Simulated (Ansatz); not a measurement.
## Two runs on W

System: W (1 atom in the cell).
Method of run 1: DFT, LDA, plane waves, PAW, no spin polarisation (Ansatz 0.2.0).

The structure derives from an entry of the Crystallography Open Database. Text and figures count atoms from 1; the logs count them from 0 in places.

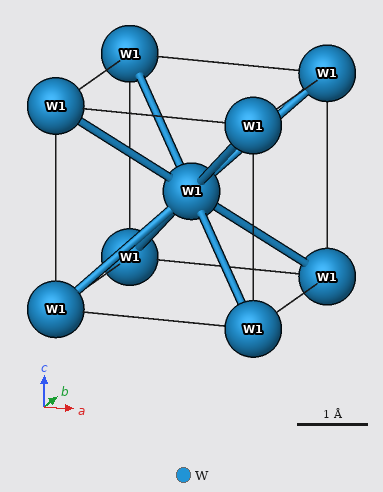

**Figure 1.** The structure as given in the input (ball-and-stick view of the cell 2 times as large as that of the calculation, set on its symmetry axes, seen slightly off an axis; atoms are numbered from 1 in the order of the input). An atom can appear more than once, as a periodic image. Near neighbours in the periodic cell (some may lie outside the picture): W has 8 W at 2.64 Å.

## Input, run 1
```yaml
crystal:
  lattice:
    - [-1.5253750488, 1.5253750488, 1.5253750488]
    - [1.5253750488, -1.5253750488, 1.5253750488]
    - [1.5253750488, 1.5253750488, -1.5253750488]
  atoms:
    - { symbol: W, position: [0.0, 0.0, 0.0] }
kpoints:
  mp_grid: { grid: [18, 18, 18] }
hamiltonian:
  xc: lda
scf:
  occupations: { method: gaussian, width: 0.1 }
output:
  forces: true
  eigenvalues: true
  stress: true
accuracy: medium
```

Command:
```bash
ansatz run input.yaml --threads 1 --pin off --max-ram 2560MiB --backend cpu --events-out ev --progress --plain --runs-dir out
```

Hardware: 1 thread of Arm Neoverse V2, 24 GiB of memory available, shared host.

## Output, shortened to warnings, some set-up lines, iterations and results (run 1)
```
Basis set: ecut = 420 eV, 249 PW (Γ)
Symmetry: 48 space group operations
k-points: 195 of 5832
Initial density: superposition of atomic densities (neutral atoms: chi_scale 0, normalization atom), corrected by the library's trained network
[...]
SCF iter   1: F=—  HF=-10129.727344 eV  |F-HF|=—  |Δ(HF+E_count)|=         —  Δρ=4.80e-3  dr2=1.73e-3  ethr=1.77e-3  ⟨swp⟩=5.0  Hψ=11271  notcnv=0
SCF iter   2: F=—  HF=-10129.726603 eV  |F-HF|=—  |Δ(HF+E_count)|=   7.41e-4  Δρ=2.19e-3  dr2=2.12e-4  ethr=1.23e-5  ⟨swp⟩=2.0  Hψ=4119  notcnv=0
SCF iter   3: F=—  HF=-10129.726629 eV  |F-HF|=—  |Δ(HF+E_count)|=   2.65e-5  Δρ=4.69e-4  dr2=6.99e-6  ethr=1.51e-6  ⟨swp⟩=2.6  Hψ=3139  notcnv=0
SCF iter   4: F=—  HF=-10129.726630 eV  |F-HF|=—  |Δ(HF+E_count)|=   6.59e-7  Δρ=5.74e-5  dr2=4.20e-7  ethr=4.99e-8  ⟨swp⟩=2.8  Hψ=3326  notcnv=0
SCF iter   5: F=-10129.726630 eV  HF=-10129.726630 eV  |F-HF|=4.62e-9  |Δ(HF+E_count)|=   2.07e-7  Δρ=7.86e-6  dr2=5.74e-9  ethr=3.00e-9  ⟨swp⟩=2.0  Hψ=3124  notcnv=0
SCF iter   6: F=-10129.726630 eV  HF=-10129.726630 eV  |F-HF|=2.00e-11  |Δ(HF+E_count)|=   2.47e-9  Δρ=4.85e-7  dr2=2.68e-11  ethr=4.10e-11  ⟨swp⟩=2.2  Hψ=7277  notcnv=0
SCF 1 converged in 6 iterations: F = -10129.726630 eV  dr2 = 2.68e-11
SCF converged after 6 iterations
Free energy (F): -10129.726630 eV
Harris-Foulkes:  -10129.726630 eV  (|F-HF|=2.00e-11)
Internal energy: -10129.722728 eV  (E = F + TS)
E sigma→0 (E₀):  -10129.724679 eV
Entropy (-TS):   -0.003902 eV (-3.902 meV/atom)
Fermi energy:    25.217253 eV
--- Per-component energies (eV) ---
  E_band       = -46.213684
  E_kinetic    = 456.809623
  E_local      = -528.382013  (includes V_loc(G=0)·N_el)
  E_nonlocal   = 6.961407
  E_hartree    = 195.494739
  E_xc         = -267.280819
  E_vxc        = -241.793027  (∫ρ·V_xc dr)
  E_paw        = -8310.232651  (= ΣΔE_a)
  E_vpaw       = -130.798947  (= ΣTr[D̂ρ^β])
  E_aug_tail   = -0.000064  (compensation charges beyond the density's cutoff)
  E_ewald      = -1683.376101
  E_core_change = 0.283153  (= ΣΔE_core)
  E_smearing   = -0.003902  (= −TS)
  E_closure    = 0.000000  (closes the sum)
  Σ components = -10129.726630   (vs F -10129.726630, Δ=0.00e0)
--- Forces (eV/Å), atoms counted from 1 ---
  atom   1  W      0.00000000    -0.00000000    -0.00000000
  max |Σ_I F_I| component: 2.50e-30 eV/Å
--- Stress (GPa, compression-positive) ---
       32.612474       0.000000      -0.000000
        0.000000      32.612474       0.000000
        0.000000      -0.000000      32.612474
  P = ⅓ Tr σ = 32.6125 GPa (326.125 kbar)
```

For run 2 the input was changed thus:
```diff
+basis:
+  ecutwfc: 420
-  xc: lda
+  xc: pbe
-accuracy: medium
```

Predict how the results change.

The total energies belong to different methods, so their difference says nothing on which is more stable or more accurate. The pressure goes from 32.61 to 50.66 GPa. The functional changes from LDA to PBE. The number of SCF iterations is the same.

## Output, shortened to warnings, some set-up lines, iterations and results (run 2)
```
Basis set: ecut = 420 eV, 249 PW (Γ), exchange–correlation on 36×36×36 points (8 copies of the dense FFT grid, shifted against one another)
Symmetry: 48 space group operations
k-points: 195 of 5832
Initial density: superposition of atomic densities (neutral atoms: chi_scale 0, normalization atom), corrected by the library's trained network
[...]
SCF iter   1: F=—  HF=-10384.544332 eV  |F-HF|=—  |Δ(HF+E_count)|=         —  Δρ=2.20e-3  dr2=1.94e-4  ethr=1.77e-3  ⟨swp⟩=5.0  Hψ=11282  notcnv=0
SCF iter   2: F=—  HF=-10384.544102 eV  |F-HF|=—  |Δ(HF+E_count)|=   2.30e-4  Δρ=1.11e-3  dr2=5.12e-5  ethr=1.39e-6  ⟨swp⟩=2.6  Hψ=4873  notcnv=0
SCF iter   3: F=—  HF=-10384.544134 eV  |F-HF|=—  |Δ(HF+E_count)|=   3.22e-5  Δρ=3.22e-4  dr2=1.28e-5  ethr=3.66e-7  ⟨swp⟩=2.0  Hψ=3498  notcnv=0
SCF iter   4: F=—  HF=-10384.544128 eV  |F-HF|=—  |Δ(HF+E_count)|=   5.49e-6  Δρ=1.35e-4  dr2=2.04e-6  ethr=9.18e-8  ⟨swp⟩=2.8  Hψ=3297  notcnv=0
SCF iter   5: F=—  HF=-10384.544128 eV  |F-HF|=—  |Δ(HF+E_count)|=   7.28e-7  Δρ=5.98e-5  dr2=4.37e-7  ethr=1.46e-8  ⟨swp⟩=2.0  Hψ=3498  notcnv=0
SCF iter   6: F=-10384.544127 eV  HF=-10384.544127 eV  |F-HF|=5.32e-8  |Δ(HF+E_count)|=   1.73e-7  Δρ=2.31e-5  dr2=6.53e-8  ethr=7.14e-10  ⟨swp⟩=5.2  Hψ=10045  notcnv=0
SCF 1 converged in 6 iterations: F = -10384.544127 eV  dr2 = 6.53e-8
SCF converged after 6 iterations
Free energy (F): -10384.544127 eV
Harris-Foulkes:  -10384.544127 eV  (|F-HF|=5.32e-8)
Internal energy: -10384.540292 eV  (E = F + TS)
E sigma→0 (E₀):  -10384.542210 eV
Entropy (-TS):   -0.003835 eV (-3.835 meV/atom)
Fermi energy:    25.581292 eV
--- Per-component energies (eV) ---
  E_band       = -41.271183
  E_kinetic    = 456.686111
  E_local      = -521.671231  (includes V_loc(G=0)·N_el)
  E_nonlocal   = 1.075077
  E_hartree    = 195.009155
  E_xc         = -269.184029
  E_vxc        = -241.761678  (∫ρ·V_xc dr)
  E_paw        = -8563.079214  (= ΣΔE_a)
  E_vpaw       = -125.610692  (= ΣTr[D̂ρ^β])
  E_aug_tail   = -0.000061  (compensation charges beyond the density's cutoff)
  E_ewald      = -1683.376101
  E_smearing   = -0.003835  (= −TS)
  E_closure    = -0.000000  (closes the sum)
  Σ components = -10384.544127   (vs F -10384.544127, Δ=0.00e0)
--- Forces (eV/Å), atoms counted from 1 ---
  atom   1  W      0.00000000    -0.00000000     0.00000000
  max |Σ_I F_I| component: 3.45e-31 eV/Å
--- Stress (GPa, compression-positive) ---
       50.658938      -0.000000      -0.000000
       -0.000000      50.658938       0.000000
        0.000000      -0.000000      50.658938
  P = ⅓ Tr σ = 50.6589 GPa (506.589 kbar)
```

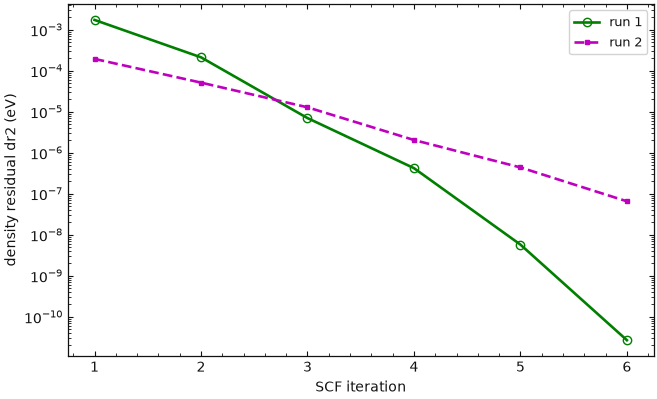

**Figure 2.** Convergence of the two runs: density residual dr2 against the SCF iteration. Run 1 takes 6 iterations in all, and run 2 takes 6.

## The two runs side by side

| quantity | run 1 | run 2 |
| --- | --- | --- |
| outcome | converged | converged |
| free energy per atom (eV) | −10129.7266 | −10384.5441 |
| energy per atom, smearing taken to zero (eV) | −10129.7247 | −10384.5422 |
| gap on the mesh (eV) | 0.00 | 0.00 |
| pressure (GPa) | 32.61 | 50.66 |
| largest force (eV/Å) | 0.000 | 0.000 |
| SCF iterations | 6 | 6 |
| irreducible k-points | 195 | 195 |
| plane waves at Γ | 249 | 249 |
| wall time (shared host) | 1.5 s | 1.5 s |

For both runs: Spin–orbit coupling is left out, which matters for W. For run 1: The cell is under a pressure of 33 GPa at this level, so it is not at its equilibrium volume. For run 2: The cell is under a pressure of 51 GPa at this level, so it is not at its equilibrium volume.
